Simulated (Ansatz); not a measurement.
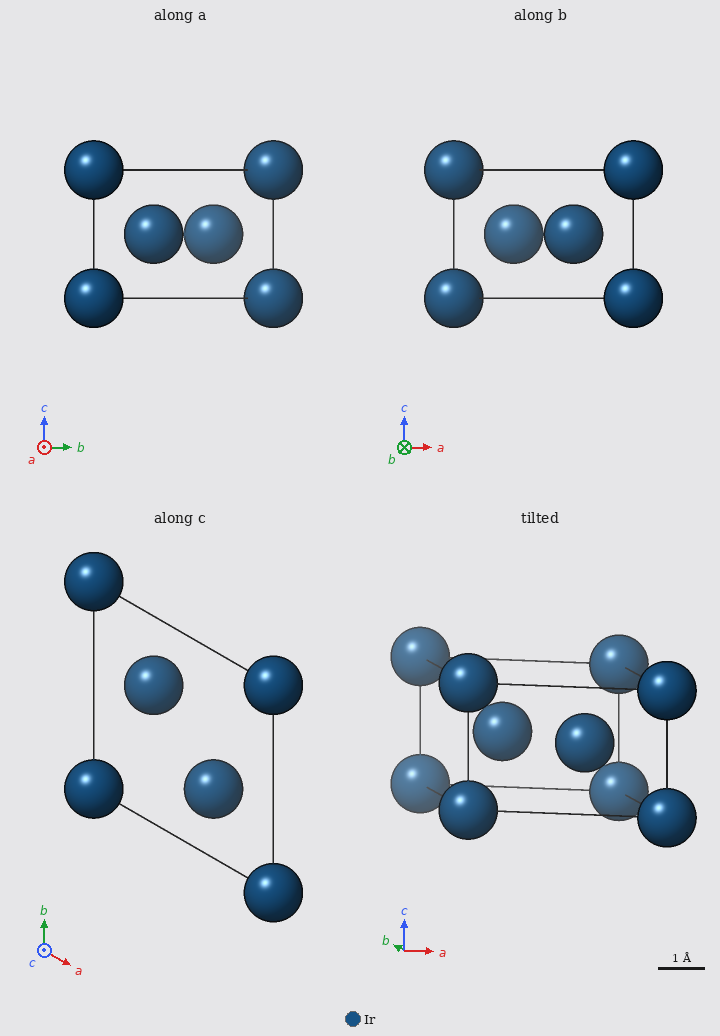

Structure drawing (spheres-only), viewed along the a axis, along the b axis, along the c axis and slightly off an axis. The frame is the conventional unit cell; atoms at its boundary are shown with their periodic copies.

Lattice parameters: a = 4.5678 Å, b = 4.5678 Å, c = 2.8264 Å, α = 90.000°, β = 90.000°, γ = 120.000°.

### From the views, write a CIF in P1 with every atom of the cell.

```cif
data_structure
_symmetry_space_group_name_H-M 'P 1'
_symmetry_Int_Tables_number 1
_cell_length_a 4.5678
_cell_length_b 4.5678
_cell_length_c 2.8264
_cell_angle_alpha 90.000
_cell_angle_beta 90.000
_cell_angle_gamma 120.000
_cell_volume 51.07
loop_
_atom_site_label
_atom_site_type_symbol
_atom_site_fract_x
_atom_site_fract_y
_atom_site_fract_z
_atom_site_occupancy
Ir1 Ir 0.0000 0.0000 0.0000 1
Ir2 Ir 0.3333 0.6667 0.5000 1
Ir3 Ir 0.6667 0.3333 0.5000 1
```

The model was built from a structure type filled with this element by a generator (whether the element takes this form wasn't checked). Earlier steps of the study may have refined or changed the cell and positions. A calculation with Ansatz used it as input.

At this level of theory the cell isn't at rest (stretched, at -17 GPa), so its distances can differ from those at equilibrium, the more so the softer the solid.
